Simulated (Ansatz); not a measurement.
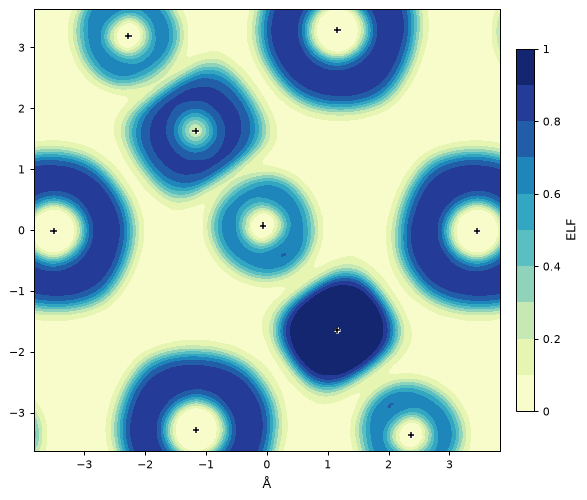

The ELF on a plane through atoms (crosses mark nuclei in the plane).

Method: DFT PBE, scalar-relativistic, plane waves, PAW in Ansatz 0.2.0.

Candidates:
A. Si, a = 5.47 Å, b = 5.47 Å, c = 5.47 Å, α = 90.00°, β = 90.00°, γ = 90.00°. Space group Fd-3m.
B. Ba4Ti4HO11 (cell with a defect), a = 6.96 Å, b = 6.96 Å, c = 6.96 Å, α = 109.47°, β = 109.47°, γ = 109.47°. Spin-polarised.

Which system is this?

Answer. Candidate B: Ba4Ti4HO11 on the (011̄) plane of the calculation cell, which holds Ba, Ti, H and O. Ti–O (1.91 Å): the ELF peaks at about 0.80 in the valence shell of O, 0.6 Å from its nucleus, and is about 0.20 at the midpoint; no shared electron pair shows on this line. Ti–H (2.11 Å): the ELF climbs to about 1 towards the hydrogen.
